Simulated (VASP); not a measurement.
```
Ge
1.0
     2.82891    0.00000    2.82891
     0.00000    2.82891   -2.82891
    -5.65782    5.65782    5.65782
Ge
6
Direct
  0.33333 0.66667 0.04507
  0.00000 0.00000 0.37841
  0.66667 0.33333 0.71174
  0.33460 0.66764 0.28923
  0.00127 0.00097 0.62257
  0.66794 0.33430 0.95590
```

Space group R-3m; changed on purpose from its base cell (atoms moved at random by about 0.05 A); not relaxed (largest force 0.7 eV/Å); computed pressure about 4 GPa in this cell.

The calculation used Kohn-Sham DFT of a periodic cell, PBE, VASP PAW PBE potentials, recommended (VASP).

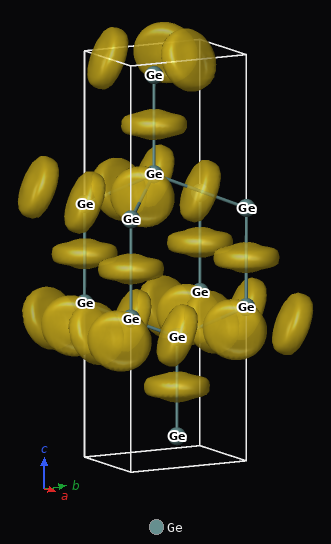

Ge. Isosurface of the electron localisation function at 0.6 (yellow), seen at an oblique angle. Only the valence region is drawn (cores and ρ < 0.01 e/Å³ removed). Sticks mark near contacts.

Core electrons are frozen (PAW), and the valence fields are smoothed inside the atomic spheres.

Question: Where are the electrons localised?

Answer: The surface consists of twelve regions between bonded Ge–Ge atoms (shared pairs), counted in one cell of 6 atoms. Any copies at cell faces, edges or corners count once.

Values along the shortest contacts:
Ge–Ge (2.39 Å): the ELF peaks at about 0.75 between the atoms; localised, covalent bonding. Ge–Ge (2.47 Å): the ELF peaks at about 0.80 between the atoms; a covalent bond.
